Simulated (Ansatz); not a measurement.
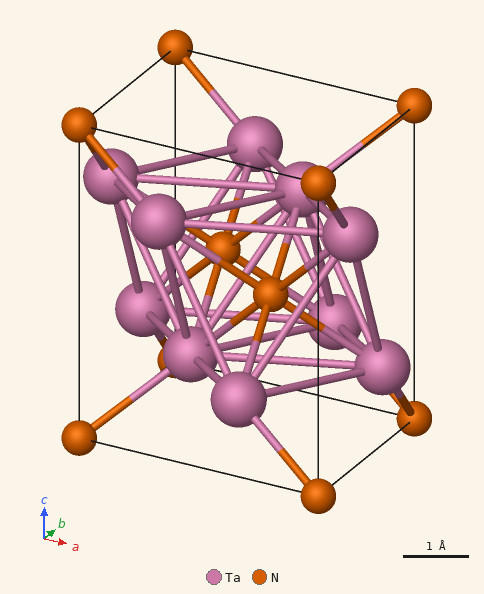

Ball-and-stick drawing of the structure, looking slightly off an axis. The parallelepiped is the conventional unit cell. Cell: a = 5.31 Å, b = 5.31 Å, c = 4.96 Å, α = 90.00°, β = 90.00°, γ = 120.00°.

Provenance: a structure listed in the Materials Project. Earlier steps of the study may have refined or changed the cell and positions. It was the input of a calculation with Ansatz.

**In words:**

Composition: Ta$_{2}$N. The atoms follow space group P-31m (No. 162); the Bravais lattice is primitive hexagonal. One cell contains 6 Ta, 3 N, 9 atoms in all. Coordination numbers (contacts within bonding distance): Ta 15 and N 6.

The calculation: DFT PBE, scalar-relativistic, plane waves, PAW in Ansatz, with E_cut = 420 eV, a 12×12×8 sampling of the Brillouin zone, Gaussian smearing of 0.1 eV, no spin polarisation.

**What is the electronic character?**

A metal: bands cross the Fermi level.

**How are the electrons shared out in a Bader analysis?**

Ta +0.90 e; N -1.80 e.

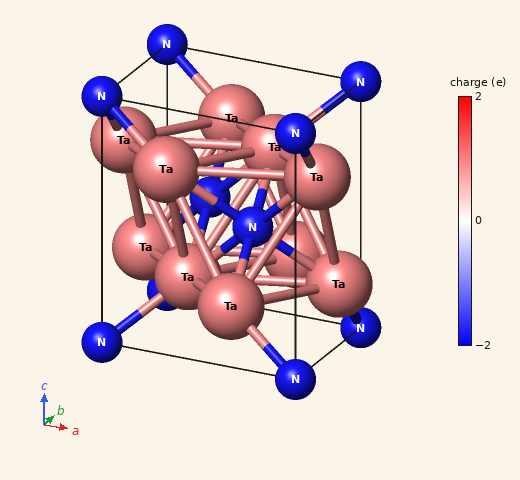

The atoms coloured by those charges. The run's cell of 9 atoms is drawn.

**Does the calculation find this structure at rest?**

Yes. All forces vanish to within 0.01 eV/Å. The pressure is 0.0 GPa, close to zero.
